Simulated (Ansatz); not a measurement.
# Sn: a surface, (111), 6 layers, part 2 of 2

Aim: cut a slab of Sn (111), 6 layers from the relaxed bulk, relax it, and get surface energy and work function. The runs shown use PAW. Its runs: bulk cell relaxed (PAW); bulk in the slab's orientation (PAW); the reference run (PAW); atoms relaxed (PAW); no images along the normal (PAW); core holes in 3d of Sn (PAW).

Ansatz 0.2.0; DFT PBE; a cell built from a prototype (diamond type), not taken from measurement. The steps go on from the part before.

**5. Slab as cut, PAW**

input.yaml

```yaml
crystal:
  lattice:
    - [4.7064645914, 0.0, 0.0]
    - [-2.3532322957, 4.0759178981, 0.0]
    - [0.0, 0.0, 24.6463]
  atoms:
    - { symbol: Sn, position: [0.0, 0.0, 0.3245917733] }
    - { symbol: Sn, position: [0.333333334, 0.666666666, 0.3635713786] }
    - { symbol: Sn, position: [0.333333334, 0.666666666, 0.4805101964] }
    - { symbol: Sn, position: [0.666666667, 0.333333333, 0.5194898027] }
    - { symbol: Sn, position: [0.666666667, 0.333333333, 0.6364286205] }
    - { symbol: Sn, position: [0.0, 0.0, 0.6754082267] }
kpoints:
  mp_grid: { grid: [6, 6, 1] }
scf:
  occupations: { method: fermi_dirac, width: 0.02 }
hamiltonian:
  xc: pbe
  pseudopotentials: { kind: paw }
output:
  forces: true
  stress: true
  eigenvalues: true
  populations: true
efield:
  axis: 3
  amplitude: 0
  dipole_correction: true
```

Launch:

```console
ansatz run input.yaml --threads 2 --pin off --max-ram 4096MiB --backend cpu --events-out ev --progress --plain --runs-dir out
```

Log:

```text
Engine: ansatz 0.2.0
Pseudopotentials: kind: paw
Pseudopotential: Sn, paw, valence charge 14, recommended cutoff 420 eV (normal)
Functional definition: PBE
  parameter kappa = 0.804
  parameter beta = 0.06672455060314922
  exchange = pbe_x(kappa = kappa, mu = beta*pi^2/3)
  correlation = pbe_c(beta = beta)
Crystal: 6 atoms, lattice volume = 472.794 Å³
Basis set: ecut = 420 eV, 9173 PW (Γ), exchange–correlation on 64×64×360 points (8 copies of the dense FFT grid, shifted against one another)
Bands: 51, of which v1, the nominal top of the filled ones, is band 42 counted from 1 (41 counted from 0)
Symmetry: 6 space group operations
k-points: 7 of 36 (time reversal used)
Non-local potential: Sn, projectors of the file, l = 0: 2, l = 1: 2, l = 2: 2, l = 3: 2
PAW form: soft (Blöchl's): semilocal exchange-correlation on the pseudo side does not see the compensation charge
PAW one-centre angular grid: Sn, 590 points (default); XC on 64 Gauss nodes
Initial density: superposition of atomic densities (neutral atoms: chi_scale 0, normalization atom), corrected by the library's trained network
Initial wavefunctions: pseudopotential atomic-orbital guess
Functional: x = pbe(κ = 0.804, μ = 0.2195149727645171), c = pbe(β = 0.06672455060314922)
SCF iter   1: F=—  HF=-36143.774484 eV  |F-HF|=—  |Δ(HF+E_count)|=         —  Δρ=1.65e-3  dr2=3.09e-2  ethr=1.77e-3  p=-0.000 e·Å  D=-3.58e-10 V/Å  ΔV_dip=0.00 eV  dr2_dipole=2.83e-7  V_vac-E_F(+/−)=4.35/4.35 eV  ⟨swp⟩=8.0  Hψ=1623  notcnv=0  defer=1
efield: sawtooth ramp at fractional position 0.9500 (placed from the atoms, in the widest stretch of the axis that holds none; the zero of the levels goes with the place), width 0.1000; the density the first Hamiltonian is built on has a dipole p = -0.000 e·Å; the dipole correction subtracts the counter field D = -3.58e-10 V/Å, which shifts the + side's vacuum level by +0.00 eV against the − side's; the planar-averaged density in the ramp window peaks in size at 4.1e-5 e/Å³
preconditioner: auto → LDOS  [insulator: Δε(μ)=0.159 eV  Ē_g=19.007 eV  σ=0.020 eV  W_gap=0.84  n_scr=82 (ndim 8)  ℏωp=15.7 eV  f_vac=0.512  D(μ)=4.98/eV (n_scr^D=10)  ε∞_Penn≈1.7  β→1.0]
SCF iter   2: F=—  HF=-36143.771752 eV  |F-HF|=—  |Δ(HF+E_count)|=   2.73e-3  Δρ=1.13e-3  dr2=1.29e-2  ethr=3.68e-5  p=-0.000 e·Å  D=-1.10e-6 V/Å  ΔV_dip=0.00 eV  dr2_dipole=6.08e-10  V_vac-E_F(+/−)=4.29/4.29 eV  ⟨swp⟩=3.1  Hψ=812  notcnv=0  defer=22
SCF iter   3: F=—  HF=-36143.770576 eV  |F-HF|=—  |Δ(HF+E_count)|=   1.18e-3  Δρ=4.97e-4  dr2=3.68e-3  ethr=1.54e-5  p=-0.000 e·Å  D=-1.90e-6 V/Å  ΔV_dip=0.00 eV  dr2_dipole=1.83e-7  V_vac-E_F(+/−)=4.29/4.29 eV  ⟨swp⟩=2.9  Hψ=664  notcnv=0  defer=22
SCF iter   4: F=—  HF=-36143.770057 eV  |F-HF|=—  |Δ(HF+E_count)|=   5.20e-4  Δρ=2.04e-4  dr2=8.20e-4  ethr=4.38e-6  p=0.000 e·Å  D=9.72e-7 V/Å  ΔV_dip=-0.00 eV  dr2_dipole=5.58e-9  V_vac-E_F(+/−)=4.29/4.29 eV  ⟨swp⟩=2.1  Hψ=589  notcnv=0  defer=22
SCF iter   5: F=—  HF=-36143.769960 eV  |F-HF|=—  |Δ(HF+E_count)|=   9.66e-5  Δρ=7.35e-5  dr2=8.15e-5  ethr=9.77e-7  p=0.000 e·Å  D=1.43e-6 V/Å  ΔV_dip=-0.00 eV  dr2_dipole=2.45e-8  V_vac-E_F(+/−)=4.28/4.28 eV  ⟨swp⟩=2.9  Hψ=570  notcnv=0  defer=22
SCF iter   6: F=—  HF=-36143.769989 eV  |F-HF|=—  |Δ(HF+E_count)|=   2.94e-5  Δρ=2.24e-5  dr2=8.20e-6  ethr=9.71e-8  p=0.000 e·Å  D=1.94e-7 V/Å  ΔV_dip=-0.00 eV  dr2_dipole=8.01e-10  V_vac-E_F(+/−)=4.27/4.27 eV  ⟨swp⟩=2.3  Hψ=563  notcnv=0  defer=22
SCF iter   7: F=—  HF=-36143.769989 eV  |F-HF|=—  |Δ(HF+E_count)|=   7.96e-7  Δρ=5.58e-6  dr2=3.46e-7  ethr=9.77e-9  p=-0.000 e·Å  D=-7.34e-8 V/Å  ΔV_dip=0.00 eV  dr2_dipole=2.25e-10  V_vac-E_F(+/−)=4.27/4.27 eV  ⟨swp⟩=3.0  Hψ=657  notcnv=0  defer=22
SCF iter   8: F=-36143.769989 eV  HF=-36143.769989 eV  |F-HF|=3.98e-8  |Δ(HF+E_count)|=   2.57e-7  Δρ=2.64e-6  dr2=6.97e-8  ethr=1.19e-10  p=-0.000 e·Å  D=-1.07e-7 V/Å  ΔV_dip=0.00 eV  dr2_dipole=1.77e-14  V_vac-E_F(+/−)=4.27/4.27 eV  ⟨swp⟩=15.4  Hψ=1749  notcnv=0
SCF 1 converged in 8 iterations: F = -36143.769989 eV  dr2 = 6.97e-8
SCF converged after 8 iterations
Free energy (F): -36143.769989 eV
Harris-Foulkes:  -36143.769989 eV  (|F-HF|=3.98e-8)
Internal energy: -36143.763056 eV  (E = F + TS)
E sigma→0 (E₀):  -36143.766523 eV
Entropy (-TS):   -0.006932 eV (-1.155 meV/atom)
Fermi energy:    0.869801 eV
Dipole field:    D = 0.000000 V/Å  (p = 0.000000 e·Å, saw-weighted, corrected)
Work function:   Φ+ = 4.2735 eV   Φ− = 4.2735 eV
Levels:          The Fermi level and band energies are counted from a zero that moves with the ramp; work functions are not
--- Per-component energies (eV) ---
  E_band       = -1299.376845
  E_kinetic    = 1116.896173
  E_local      = -48422.535531  (includes V_loc(G=0)·N_el)
  E_nonlocal   = -193.496328
  E_hartree    = 24453.156497
  E_xc         = -2290.364433
  E_vxc        = -569.692742  (∫ρ·V_xc dr)
  E_paw        = -24820.894173  (= ΣΔE_a)
  E_vpaw       = -2136.877408  (= ΣTr[D̂ρ^β])
  E_aug_tail   = -0.000002  (compensation charges beyond the density's cutoff)
  E_efield     = 0.000000  (sawtooth field / dipole correction)
  E_vefield    = 0.000000  (∫n·V_field dr)
  E_ewald      = 14013.474742
  E_smearing   = -0.006932  (= −TS)
  E_closure    = 0.000000  (closes the sum)
  Σ components = -36143.769989   (vs F -36143.769989, Δ=0.00e0)
--- Forces (eV/Å), atoms counted from 1 ---
  atom   1  Sn     0.00000000     0.00000000     0.02112465
  atom   2  Sn    -0.00000000     0.00000000    -0.26208513
  atom   3  Sn    -0.00000000     0.00000000     0.22584952
  atom   4  Sn     0.00000000     0.00000000    -0.22584852
  atom   5  Sn     0.00000000    -0.00000000     0.26208397
  atom   6  Sn     0.00000000     0.00000000    -0.02112484
  max |Σ_I F_I| component: 3.45e-7 eV/Å
--- Stress (GPa, compression-positive) ---
       -0.124118       0.000000       0.000000
        0.000000      -0.124118       0.000000
       -0.000000       0.000000       0.461634
  P = ⅓ Tr σ = 0.0711 GPa (0.711 kbar)
--- Band table (eV; the first three rows and the last of 7) ---
  k-point 0: bands = ["-20.5990", "-20.5990", "-20.5687", "-20.5533", "-20.5226", "-20.5226", "-20.4692", "-20.4692", "-20.4604", "-20.4604", "-20.3865", "-20.3865", "-20.3836", "-20.3836", "-20.3204", "-20.3201", "-20.3075", "-20.3075", "-20.2644", "-20.2601", "-20.2601", "-20.2556", "-20.1811", "-20.1811", "-20.1791", "-20.1791", "-20.1280", "-20.1280", "-20.1278", "-20.1278", "-8.9158", "-8.3620", "-7.8226", "-4.3375", "-2.7411", "-0.9458", "0.1684", "0.1684", "0.6013", "0.6013", "0.9695", "0.9777", "0.9777", "1.2579", "1.6887", "1.8393", "3.5126", "3.5126", "4.0696", "4.0696", "4.2423"]
  k-point 1: bands = ["-20.6137", "-20.6045", "-20.5797", "-20.5374", "-20.5118", "-20.5071", "-20.4749", "-20.4661", "-20.4628", "-20.4541", "-20.3840", "-20.3796", "-20.3750", "-20.3677", "-20.3335", "-20.3220", "-20.3170", "-20.3146", "-20.2793", "-20.2528", "-20.2476", "-20.2380", "-20.2018", "-20.1984", "-20.1977", "-20.1934", "-20.1234", "-20.1221", "-20.1132", "-20.1129", "-8.6967", "-8.1418", "-7.5946", "-4.4797", "-3.1133", "-2.0089", "-1.1857", "-0.5576", "-0.2424", "0.2209", "0.5469", "0.6231", "1.4587", "2.2622", "2.4198", "2.6055", "3.4771", "4.0035", "4.1462", "4.3234", "4.7179"]
  k-point 2: bands = ["-20.6229", "-20.6110", "-20.5982", "-20.5193", "-20.4979", "-20.4836", "-20.4821", "-20.4583", "-20.4538", "-20.4372", "-20.3968", "-20.3827", "-20.3758", "-20.3493", "-20.3398", "-20.3265", "-20.3247", "-20.3186", "-20.2766", "-20.2445", "-20.2430", "-20.2336", "-20.2285", "-20.2161", "-20.2061", "-20.1981", "-20.1305", "-20.1276", "-20.0954", "-20.0952", "-8.0839", "-7.5370", "-6.9595", "-5.1800", "-4.3374", "-3.7785", "-1.7303", "-0.8525", "-0.8048", "-0.3295", "0.0832", "0.2036", "1.1333", "2.0780", "2.3099", "2.5558", "3.2963", "4.4751", "4.6334", "5.1349", "5.5454"]
  k-point 6: bands = ["-20.6308", "-20.6166", "-20.6166", "-20.5015", "-20.5015", "-20.4713", "-20.4538", "-20.4499", "-20.4499", "-20.4067", "-20.4067", "-20.4048", "-20.3924", "-20.3376", "-20.3376", "-20.2978", "-20.2978", "-20.2833", "-20.2814", "-20.2757", "-20.2757", "-20.2603", "-20.2603", "-20.2056", "-20.2009", "-20.1889", "-20.1676", "-20.1676", "-20.0617", "-20.0617", "-6.9463", "-6.9463", "-5.9399", "-5.9339", "-5.4135", "-5.4135", "-1.9753", "-1.8364", "-1.8364", "-0.8203", "-0.8203", "0.5518", "0.9038", "2.8760", "2.8760", "4.2847", "4.7121", "4.7121", "5.4816", "5.5630", "5.5630"]
--- Löwdin populations: 6 sites ---
  site symbol       q [e]
     0     Sn     13.9623
     1     Sn     13.9947
     2     Sn     13.9626
     3     Sn     13.9626
     4     Sn     13.9947
     5     Sn     13.9623
  spilling = 0.001913 (of n_electrons = 84.000000)
```

Wall time 9.1 s (2 threads of AMD EPYC 7B13 (Zen 3), shared host); peak memory 0.71 GiB.

Result: no gap; largest force 0.262 eV/Å; work function 4.27 eV.

**6. Atoms relaxed, PAW**

input.yaml: that of step 5 with these lines changed.

```diff
@@ -23,3 +23,5 @@
   eigenvalues: true
-  populations: true
+relax:
+  f_tol: 0.01
+  max_steps: 40
 efield:
```

Launch:

```console
ansatz run input.yaml --threads 2 --pin off --max-ram 4096MiB --backend cpu --events-out ev --progress --plain --runs-dir out
```

Log, shortened:

```text
Warning: output.stress: scf.convergence.dr2_threshold = 1e-7 eV (the SCF's general default) is looser than the 6e-10 eV advised for a printed stress (1e-10 eV for each atom of the cell: 6). What an SCF threshold leaves in a stress goes as its square root, and in the free energy as the [...]
[... 3 set-up lines as earlier in the session ...]
[...]
Crystal: 6 atoms, lattice volume = 472.794 Å³
Basis set: ecut = 420 eV, 9173 PW (Γ), exchange–correlation on 64×64×360 points (8 copies of the dense FFT grid, shifted against one another)
Bands: 51, of which v1, the nominal top of the filled ones, is band 42 counted from 1 (41 counted from 0)
[... 1 set-up line as earlier in the session ...]
k-points: 7 of 36 (time reversal used)
[...]
SCF iter   1: F=—  HF=-36143.774484 eV  |F-HF|=—  |Δ(HF+E_count)|=         —  Δρ=1.65e-3  dr2=3.09e-2  ethr=1.77e-3  p=-0.000 e·Å  D=-3.58e-10 V/Å  ΔV_dip=0.00 eV  dr2_dipole=2.83e-7  V_vac-E_F(+/−)=4.35/4.35 eV  ⟨swp⟩=8.0  Hψ=1623  notcnv=0  defer=1
[...]
relax step   1: F+E_penalty+E_count = -36143.76998866 eV  Δ(F+E_penalty+E_count) = +0.000e0 eV  max|allowed force component| = 2.620e-1 eV/Å  Δτ_max = 0.0000 Å  (7 SCF iters, dr2 threshold 2.50e-6 eV, accepted)
[...]
relax step   2: F+E_penalty+E_count = -36143.78106412 eV  Δ(F+E_penalty+E_count) = -1.108e-2 eV  max|allowed force component| = 1.068e-1 eV/Å  Δτ_max = 0.1172 Å  (6 SCF iters, dr2 threshold 4.29e-6 eV, accepted)
[...]
SCF iter   5: F=—  HF=-36143.787051 eV  |F-HF|=—  |Δ(HF+E_count)|=   1.89e-5  Δρ=2.66e-5  dr2=7.99e-6  ethr=1.75e-7  p=-0.000 e·Å  D=-3.39e-8 V/Å  ΔV_dip=0.00 eV  dr2_dipole=1.87e-13  V_vac-E_F(+/−)=4.26/4.26 eV  ⟨swp⟩=3.0  Hψ=614  notcnv=0  defer=22
```

**7. The output, continued: atoms relaxed, PAW files**

The log, continued, shortened:

```text
SCF iter   6: F=—  HF=-36143.787051 eV  |F-HF|=—  |Δ(HF+E_count)|=   8.33e-7  Δρ=6.70e-6  dr2=7.25e-7  ethr=9.51e-9  p=-0.000 e·Å  D=-2.98e-8 V/Å  ΔV_dip=0.00 eV  dr2_dipole=2.37e-13  V_vac-E_F(+/−)=4.26/4.26 eV  ⟨swp⟩=2.9  Hψ=674  notcnv=0  defer=22
[...]
relax step   3: F+E_penalty+E_count = -36143.78705078 eV  Δ(F+E_penalty+E_count) = -5.987e-3 eV  max|allowed force component| = 1.415e-2 eV/Å  Δτ_max = 0.0504 Å  (7 SCF iters, dr2 threshold 7.12e-7 eV, accepted)
[...]
relax step   4: F+E_penalty+E_count = -36143.78710258 eV  Δ(F+E_penalty+E_count) = -5.180e-5 eV  max|allowed force component| = 4.033e-3 eV/Å  Δτ_max = 0.0050 Å  (5 SCF iters, accepted)
SCF converged after 5 iterations
Free energy (F): -36143.787103 eV
[...]
E sigma→0 (E₀):  -36143.783741 eV
Entropy (-TS):   -0.006724 eV (-1.121 meV/atom)
Fermi energy:    0.882526 eV
[...]
--- Stress (GPa, compression-positive) ---
       -0.091490       0.000000       0.000000
        0.000000      -0.091490       0.000000
        0.000000       0.000000      -0.004792
  P = ⅓ Tr σ = -0.0626 GPa (-0.626 kbar)
--- Band table (eV; the first three rows and the last of 7) ---
[...]
--- Relaxed structure (4 steps of the walk, 4 accepted, 0 SCFs on fresh bases) ---
  F+E_penalty+E_count = -36143.78710258 eV   max|allowed force component| = 4.033e-3 eV/Å
  atoms:
    - { symbol: Sn, position: [-3.7007434171404814e-17, 2.4671622746470684e-17, 0.32254402490514994] }
    - { symbol: Sn, position: [0.3333333333333333, 0.6666666666666667, 0.3608059491520331] }
    - { symbol: Sn, position: [0.3333333333333333, 0.6666666666666667, 0.4807456794350912] }
    - { symbol: Sn, position: [0.6666666666666667, 0.33333333333333337, 0.5192543281771986] }
    - { symbol: Sn, position: [0.6666666666666667, 0.33333333333333337, 0.6391940553269462] }
    - { symbol: Sn, position: [-3.7007434171404814e-17, 2.4671622746470684e-17, 0.6774559612035803] }
```

Run time: 28 s. Hardware: 2 threads of AMD EPYC 7B13 (Zen 3), shared host; peak memory 0.71 GiB.

Relaxation path:

| step | energy from step 1 (eV/cell) | largest force component (eV/Å) |
| --- | --- | --- |
| 1 | 0.0000 | 0.2620 |
| 2 | -0.0111 | 0.1068 |
| 3 | -0.0171 | 0.0141 |
| 4 | -0.0171 | 0.0040 |

Step 1 is the start.

The largest move, 0.07 Å, is shared by several atoms, Sn5 among them.

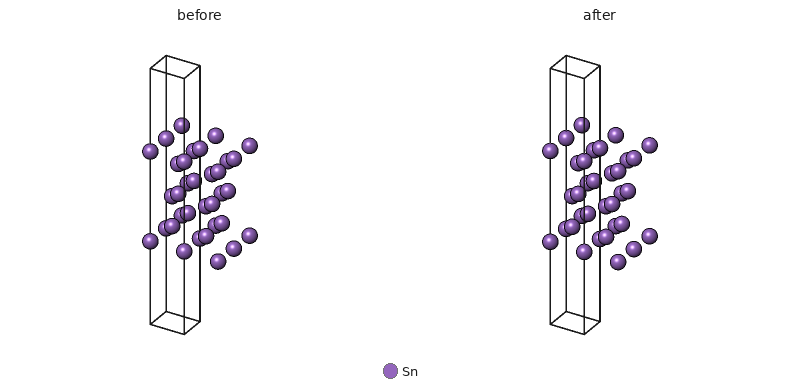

Start (left) and end (right) at the same scale.

This run gives: no gap; largest force 0.004 eV/Å; work function 4.26 eV.

**8. No images along the normal, PAW**

input.yaml

```yaml
crystal:
  lattice:
    - [4.7064645914, 0.0, 0.0]
    - [-2.3532322957, 4.0759178981, 0.0]
    - [0.0, 0.0, 24.6463]
  atoms:
    - { symbol: Sn, position: [0.0, 0.0, 0.3225440249] }
    - { symbol: Sn, position: [0.3333333333, 0.6666666667, 0.3608059492] }
    - { symbol: Sn, position: [0.3333333333, 0.6666666667, 0.4807456794] }
    - { symbol: Sn, position: [0.6666666667, 0.3333333333, 0.5192543282] }
    - { symbol: Sn, position: [0.6666666667, 0.3333333333, 0.6391940553] }
    - { symbol: Sn, position: [0.0, 0.0, 0.6774559612] }
  periodic: [true, true, false]
kpoints:
  mp_grid: { grid: [6, 6, 1] }
scf:
  occupations: { method: fermi_dirac, width: 0.02 }
hamiltonian:
  xc: pbe
  pseudopotentials: { kind: paw }
output:
  forces: true
  stress: true
  eigenvalues: true
```

Launch:

```console
ansatz run input.yaml --threads 2 --pin off --max-ram 4096MiB --backend cpu --events-out ev --progress --plain --runs-dir out
```

Log, shortened:

```text
Warning: crystal.periodic: the lattice vector that does not repeat stood 0.000° off the slab's normal, 24.646 Å along it as the deck builds it. The run solves the slab on a vector along the normal, 41.295 Å long, with every atom where it was (on the deck's vector they left 15.90 Å outside [...]
[... 3 set-up lines as earlier in the session ...]
[...]
Crystal: 6 atoms, lattice volume = 792.160 Å³
Basis set: ecut = 420 eV, 15445 PW (Γ), exchange–correlation on 64×64×576 points (8 copies of the dense FFT grid, shifted against one another)
Bands: 51, of which v1, the nominal top of the filled ones, is band 42 counted from 1 (41 counted from 0)
Symmetry: 12 space group operations
Space group: P-3m1 (ITA 164), of the structure as read, at distance tolerance 9.3e-5 Å
k-points: 7 of 36
[...]
SCF iter   1: F=—  HF=-36143.792730 eV  |F-HF|=—  |Δ(HF+E_count)|=         —  Δρ=1.35e-3  dr2=3.57e-2  ethr=1.77e-3  ⟨swp⟩=13.0  Hψ=1980  notcnv=0
[...]
SCF iter   8: F=-36143.787096 eV  HF=-36143.787096 eV  |F-HF|=2.30e-8  |Δ(HF+E_count)|=   4.07e-7  Δρ=1.54e-6  dr2=3.48e-8  ethr=1.19e-10  ⟨swp⟩=20.3  Hψ=2085  notcnv=0
[...]
SCF converged after 8 iterations
Free energy (F): -36143.787096 eV
[...]
E sigma→0 (E₀):  -36143.783734 eV
Entropy (-TS):   -0.006724 eV (-1.121 meV/atom)
Fermi energy:    -4.262130 eV
[...]
--- Forces (eV/Å), atoms counted from 1 ---
  atom   1  Sn     0.00000000    -0.00000000     0.00403291
  atom   2  Sn     0.00000000     0.00000000    -0.00292591
  atom   3  Sn     0.00000000    -0.00000000    -0.00175650
  atom   4  Sn     0.00000000     0.00000000     0.00175650
  atom   5  Sn    -0.00000000     0.00000000     0.00292591
  atom   6  Sn     0.00000000     0.00000000    -0.00403291
[...]
--- 2D stress c σ (N/m, compression-positive) ---
       -0.225474      -0.000000       0.000000
        0.000000      -0.225474       0.000000
        0.000000       0.000000       0.000000
  P = ½ c Tr σ = -0.2255 N/m
--- Band table (eV; the first three rows and the last of 7) ---
[...]
  ° read free of the cell's end (the report's vacuum.weakly_bound_levels)
```

It took 8.9 s on 2 threads of AMD EPYC 7B13 (Zen 3), shared host; peak memory 1.1 GiB.

Result: no gap; largest force 0.004 eV/Å.

**9. Core holes in 3d of Sn, PAW**

input.yaml: that of step 8 with these lines changed.

```diff
@@ -12,3 +12,2 @@
     - { symbol: Sn, position: [0.0, 0.0, 0.6774559612] }
-  periodic: [true, true, false]
 kpoints:
@@ -24 +23,9 @@
   eigenvalues: true
+  core_levels:
+    shells: { Sn: ["3d"] }
+    counted_from: conduction_bottom
+    add_spin: false
+  write_density: true
+  write_potential: true
+  elf: true
+  volumetric_format: npy
```

Launch:

```console
ansatz run input.yaml --threads 2 --pin off --max-ram 4096MiB --backend cpu --events-out ev --progress --plain --runs-dir out
```

Log, shortened:

```text
[...]
[... 3 set-up lines as earlier in the session ...]
[...]
Crystal: 6 atoms, lattice volume = 472.794 Å³
Basis set: ecut = 420 eV, 9173 PW (Γ), exchange–correlation on 64×64×360 points (8 copies of the dense FFT grid, shifted against one another)
Bands: 51, of which v1, the nominal top of the filled ones, is band 42 counted from 1 (41 counted from 0)
[... 1 set-up line as earlier in the session ...]
Space group: P-3m1 (ITA 164), of the structure as read, at distance tolerance 7.8e-5 Å
k-points: 7 of 36
[...]
SCF iter   1: F=—  HF=-36143.792466 eV  |F-HF|=—  |Δ(HF+E_count)|=         —  Δρ=1.75e-3  dr2=3.55e-2  ethr=1.77e-3  ⟨swp⟩=8.3  Hψ=1637  notcnv=0
[...]
--- Stress (GPa, compression-positive) ---
       -0.091485       0.000000       0.000000
        0.000000      -0.091485       0.000000
        0.000000       0.000000      -0.004780
  P = ⅓ Tr σ = -0.0626 GPa (-0.626 kbar)
--- Band table (eV; the first three rows and the last of 7) ---
[...]
--- Core levels from the conduction bottom, as differences alone (as output.core_levels.counted_from types it; a hole's nearest image at 4.7 Å) ---
  the holes have no spin, as output.core_levels.add_spin types it
  atom         alike  shell      binding/eV   shift/eV difference/eV images/eV   SCF
  Sn 0             2     3d               –     +0.000       484.066         –    14
  Sn 1             2     3d               –     +0.214       484.279         –    14
  Sn 2             2     3d               –     +0.418       484.483         –    15
  the dataset of Sn with a 3d hole: scattering error 0.004 eV; free atom: scalar-relativistic, large and small components
  the two lines of Sn's 3d: 3d3/2 +5.041 eV and 3d5/2 -3.361 eV off its levels, 2 : 3 in strength
```

Wall time 36 s (2 threads of AMD EPYC 7B13 (Zen 3), shared host); peak memory 0.79 GiB.

In short: no gap; largest force 0.004 eV/Å.

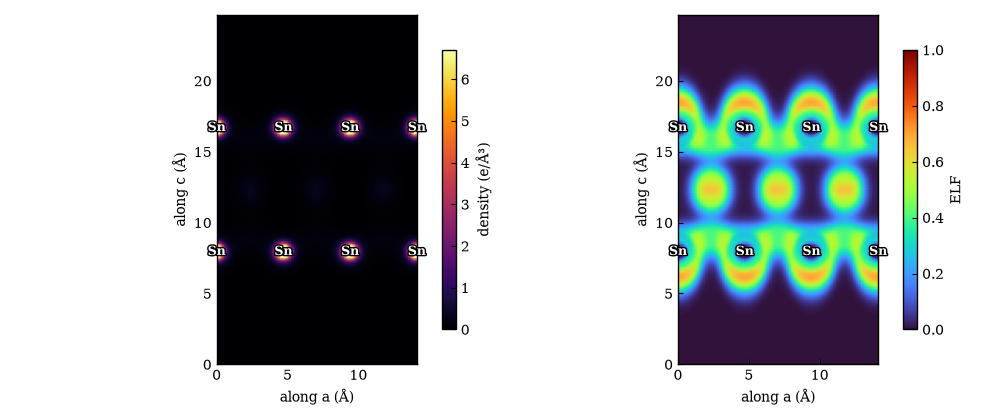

Density (left) and ELF (right) in a lattice plane of the grid's cell (edges 4.71 and 24.65 Å, at 0.000 of the third edge), which holds Sn. Only atoms in the plane are labelled; the density scale stops at 6.70 e/Å³. Both are smooth fields of the valence electrons: close to the nuclei they are not physical.

Outside the cores ELF peaks at 0.70 outside the outer layer, 1.8 Å from Sn; 0.65 on the Sn–Sn line, 1.4 Å from Sn; 0.62 between the atoms, 1.5 Å from Sn.

**10. All runs together**

| run | surface energy (J/m²) | work function (eV; upper / lower face where they differ) | gap (eV) | largest force (eV/Å) | time |
| --- | --- | --- | --- | --- | --- |
| Slab as cut, PAW | 0.609 | 4.27 | none | 0.262 | 9.1 s |
| Atoms relaxed, PAW | 0.602 | 4.26 | none | 0.004 | 28 s |
| No images along the normal, PAW | 0.602 | – | none | 0.004 | 8.9 s |
| Core holes in 3d of Sn, PAW | – | – | none | 0.004 | 36 s |

Surface energy: (F of the slab less that of as many bulk atoms) over twice the area, the bulk computed in the slab's orientation.

**11. Outcome**

This closing draws on all 2 parts.

```
                     quantity          value
surface energy (PAW, relaxed)      0.60 J/m²
 work function (PAW, relaxed)        4.26 eV
    outer layer spacing (PAW)  0.96 → 0.94 Å
```

**Reading.** By PAW the surface costs 0.61 J/m² as cut and 0.60 J/m² relaxed. The outermost spacing changes by -1.8 % (PAW). Thickness wasn't converged, and no reconstruction was sought.
